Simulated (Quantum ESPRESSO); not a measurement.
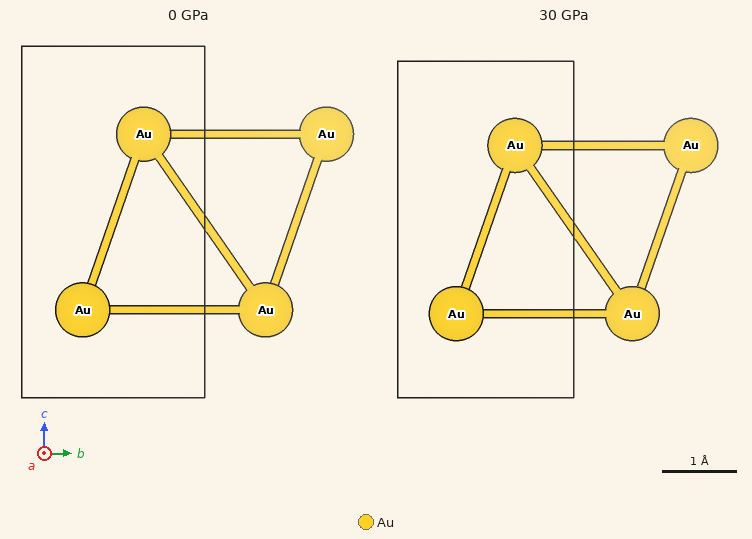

Solid Au (set up in P6_3/mmc), relaxed (cell and atoms) at several target pressures. The picture shows the first and the last member. The picture is a ball-and-stick view of the cell of the calculation, repeated 1 × 2 × 1 with one cell outlined, seen along the a axis.

Computed with Quantum ESPRESSO 7.5: PBEsol, GBRV 1.5 PBEsol. Set-up: plane-wave cutoff 707.5 eV; k-point mesh 11 × 11 × 6; occupations fermi-dirac; smearing width 0.05 eV; no spin polarisation.

```json
{"pressure (GPa)": "0", "volume (Å³/atom)": "16.984", "a (Å)": "2.867", "c (Å)": "4.772"}
{"pressure (GPa)": "2", "volume (Å³/atom)": "?", "a (Å)": "?", "c (Å)": "?"}
{"pressure (GPa)": "5", "volume (Å³/atom)": "16.535", "a (Å)": "2.843", "c (Å)": "4.723"}
{"pressure (GPa)": "10", "volume (Å³/atom)": "16.155", "a (Å)": "2.822", "c (Å)": "4.684"}
{"pressure (GPa)": "20", "volume (Å³/atom)": "15.537", "a (Å)": "2.787", "c (Å)": "4.620"}
{"pressure (GPa)": "30", "volume (Å³/atom)": "15.042", "a (Å)": "2.758", "c (Å)": "4.568"}
```

**One row is withheld. What does the calculation give there?**

Murnaghan's form V = V₀(1 + B′P/B₀)^(−1/B′), with V₀ = 16.984 Å³ from the row at zero pressure, fits the other rows with B₀ = 174 GPa and B′ = 5.51 (largest miss 0.003 Å³). At 2 GPa it gives 16.984 × (1 + 5.51 × 2/174)^(−1/5.51) = 16.796 Å³ per atom. The calculation gives 16.794 Å³/atom (a = 2.857 Å, c = 4.751 Å). The estimate is 0.002 Å³/atom too high. From the first member to the last: Au–Au 2.904 → 2.784 Å, Au–Au 2.867 → 2.758 Å.

The whole series:

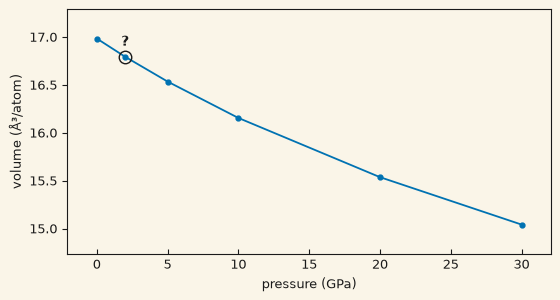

Each member starts from this one structure; whether another phase lies lower wasn't checked.
